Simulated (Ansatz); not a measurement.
```cif
data_structure
_symmetry_space_group_name_H-M 'P 1'
_symmetry_Int_Tables_number 1
_cell_length_a 5.2167
_cell_length_b 5.2167
_cell_length_c 2.8316
_cell_angle_alpha 90.000
_cell_angle_beta 90.000
_cell_angle_gamma 90.000
_cell_volume 77.06
loop_
_atom_site_label
_atom_site_type_symbol
_atom_site_fract_x
_atom_site_fract_y
_atom_site_fract_z
_atom_site_occupancy
Ge1 Ge 0.00000 0.00000 0.50000 1
Ge2 Ge 0.50000 0.50000 0.00000 1
Ge3 Ge 0.50000 0.00000 0.25000 1
Ge4 Ge 0.00000 0.50000 0.75000 1
```

Space group I4₁/amd; a structure from a database of computed crystals, not necessarily the ambient phase; computed pressure about −3 GPa in this cell.

These are results of Kohn-Sham DFT of a periodic cell, PBE0, Ansatz PAW in Ansatz, not measurements.

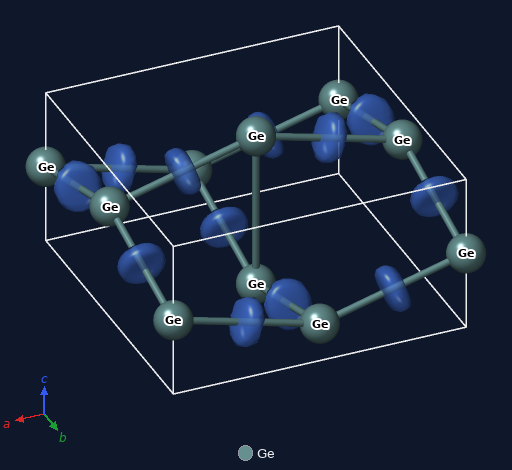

Ge. Isosurface of the electron localisation function at 0.6 (blue), seen at an oblique angle. Core shells and regions of very low density are left out. Sticks mark near contacts.

### Describe the localisation domains.

The surface consists of eight regions between bonded Ge–Ge atoms, counted in one cell of 4 atoms. Regions shared between cells count once.

Values along the shortest contacts:
Ge–Ge (2.70 Å): the ELF peaks at about 0.65 between the atoms. Ge–Ge (2.83 Å): the ELF reaches about 0.50 near the midpoint.

### Does the calculation make it a metal, or give it a gap?

It is metallic or semimetallic at this level of theory: no gap opens.
